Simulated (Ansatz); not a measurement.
System: wurtzite MgS, space group P6_3mc (No. 186), 4 atoms in the cell, relaxed with r2SCAN; unstrained, a = 4.029 Å, c = 6.454 Å (hexagonal axes). The cell is strained along z with the other two lengths held, and the atoms are relaxed again with r2SCAN. Points keep the names and reduced coordinates of the unstrained primitive cell. Level of theory: PBE, Ansatz PAW set, no spin polarisation, no spin-orbit coupling, 12×12×4 k mesh, 420 eV cutoff; code Ansatz 0.2.0.

At 0 % the lowest conduction levels at the points plotted lie 3.47 eV (Γ) and 4.77 eV (M) above the valence top at Γ.

**How does each level move from −2.72 % to +4 %?**

Γ falls by 0.21 eV and M rises by 0.34 eV. A straight line through the points has a slope of +52 at M (meV for each 1 % of strain). The points bend away from straight lines by up to 0.05 eV, so these are means over the range. No slope is given for Γ, where the curve bends too much. The lowest is the one at Γ, over the whole range, so among these points the gap stays direct.

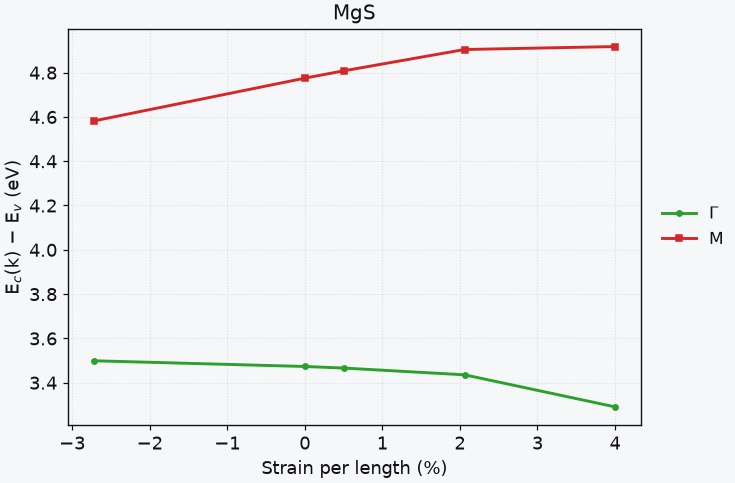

Lowest conduction level at each named k point, counted from the valence-band top at Γ. The names follow the standardised cell of this lattice; in reduced coordinates of the cell that was run, M is (0.5, 0, 0).

| strain | Γ (eV) | M (eV) |
| --- | --- | --- |
| −2.72 % | 3.50 | 4.58 |
| 0 % | 3.47 | 4.77 |
| +0.5 % | 3.47 | 4.81 |
| +2.06 % | 3.44 | 4.90 |
| +4 % | 3.29 | 4.92 |

The valence top at Γ is single at −2.72 % and twofold at +4 %, so the reference level changes its character along the series. LDA, GGA and most meta-GGA functionals understate gaps. The usual form of MgS is rocksalt. L and K are left out: the lowest level there has a kink along the series, as when two levels cross.
